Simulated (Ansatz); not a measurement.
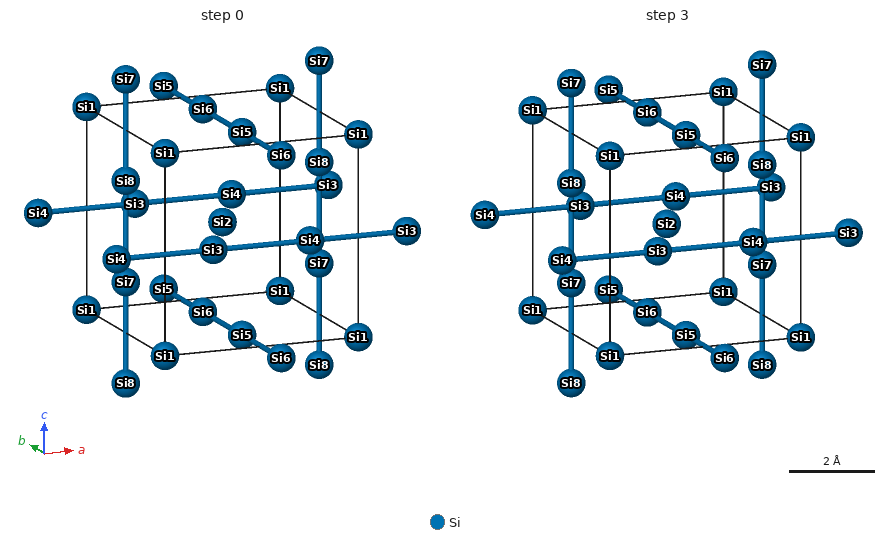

The structure of a crystal of Si (a generated structure, set up in Pm-3n) before (left) and after (right) a relaxation, at one scale.

A ball-and-stick model of the cell of the calculation, seen slightly off an axis.

Phase: A15.

All numbers below come from Ansatz 0.2.0, DFT, PBEsol, plane waves (420 eV) with PAW, scalar-relativistic. Settings: plane-wave cutoff 420 eV; k-point mesh 5 × 5 × 5; occupations fermi dirac; smearing width 0.1 eV; no spin polarisation; cell and atoms relaxed; force threshold 0.01 eV/Å; at most 60 steps.

Q: What changed between the two?

A: After 2 accepted moves (3 points after the start) the energy has fallen by 52.2 meV per cell of the calculation. All forces vanish by symmetry, so only the cell relaxes. Pressure: −3.41 GPa at the start and 0.03 GPa at the end. At 1 point the geometry stayed and the basis and grid were re-selected for the new cell (energy shift of 0.6 meV per cell of the calculation at most each time). No atom moves by more than 0.005 Å relative to the cell. Cell: a = b = c 4.934 → 4.868 Å (−1.3 %). Volume −4.0 %. Among the contacts that change: Si3–Si4 2.467 → 2.434 Å. The space group stays Pm-3n (No. 223). The program noted that a PAW file was made for another functional than the run's. The run took 2.1 s on 4 threads of Arm Neoverse V1, with other jobs on the host, peak memory 0.4 GiB.
